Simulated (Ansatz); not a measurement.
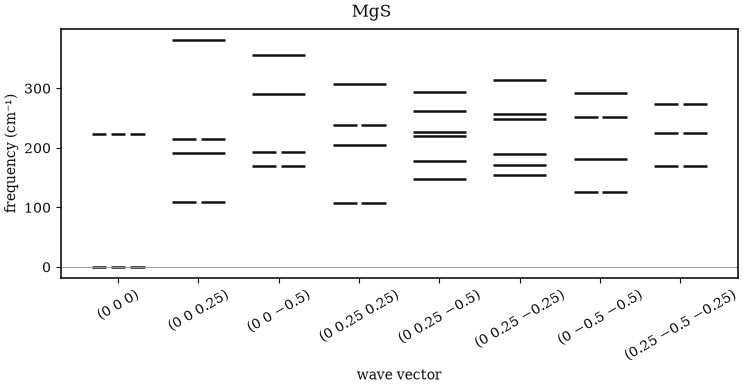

Plotted: phonon frequencies at several wave vectors (in fractions of the reciprocal vectors of the given cell) for MgS, space group Fm-3m (No. 225) (cell built by us, not taken from a database). Imaginary frequencies are drawn as negative.

The given structure:
```
CELL_PARAMETERS angstrom
0.00000 2.61493 2.61493
2.61493 0.00000 2.61493
2.61493 2.61493 0.00000
ATOMIC_POSITIONS crystal
Mg 0.50000 0.50000 0.50000
S 0.00000 0.00000 0.00000
```

Calculation (Ansatz 0.2.0): harmonic phonon frequencies at the irreducible points of a q mesh with atoms at rest in the given cell, q in fractions of the reciprocal cell vectors, no long-range term at q = 0, imaginary frequencies are negative, the first points where there are many; plane waves with PAW datasets. Level: PBE, no spin polarisation.

- wave cutoff: 420 eV
- k mesh: 8×8×8
- occupations: fixed
- pressure: 0 GPa
- phonon method: linear response
- q mesh: 4×4×4

What do the frequencies say about stability?

No frequency is imaginary, so the structure is stable to these displacements at the wave vectors computed.

What is the highest frequency?

The highest mode among the wave vectors computed lies at 380.6 cm⁻¹, at (0 0 0.25) (at the zone centre itself the field of polar modes is left out).

The computed values:

```
               at  frequency (cm⁻¹)
          (0 0 0)               0.0
          (0 0 0)               0.0
          (0 0 0)               0.0
          (0 0 0)             223.7
          (0 0 0)             223.7
          (0 0 0)             223.7
       (0 0 0.25)             109.8
       (0 0 0.25)             109.8
       (0 0 0.25)             190.9
       (0 0 0.25)             215.5
       (0 0 0.25)             215.5
       (0 0 0.25)             380.6
       (0 0 -0.5)             168.9
       (0 0 -0.5)             168.9
       (0 0 -0.5)             192.5
       (0 0 -0.5)             192.5
       (0 0 -0.5)             290.5
       (0 0 -0.5)             355.2
    (0 0.25 0.25)             107.8
    (0 0.25 0.25)             107.8
    (0 0.25 0.25)             205.1
    (0 0.25 0.25)             238.1
    (0 0.25 0.25)             238.1
    (0 0.25 0.25)             307.5
    (0 0.25 -0.5)             147.9
    (0 0.25 -0.5)             178.7
    (0 0.25 -0.5)             220.3
    (0 0.25 -0.5)             226.9
    (0 0.25 -0.5)             261.3
    (0 0.25 -0.5)             293.6
   (0 0.25 -0.25)             155.1
   (0 0.25 -0.25)             170.5
   (0 0.25 -0.25)             190.1
   (0 0.25 -0.25)             249.2
   (0 0.25 -0.25)             256.5
   (0 0.25 -0.25)             314.0
    (0 -0.5 -0.5)             125.7
    (0 -0.5 -0.5)             125.7
    (0 -0.5 -0.5)             181.9
    (0 -0.5 -0.5)             252.4
    (0 -0.5 -0.5)             252.4
    (0 -0.5 -0.5)             292.1
(0.25 -0.5 -0.25)             168.7
(0.25 -0.5 -0.25)             168.7
(0.25 -0.5 -0.25)             224.8
(0.25 -0.5 -0.25)             228.8
(0.25 -0.5 -0.25)             273.7
(0.25 -0.5 -0.25)             273.7
```
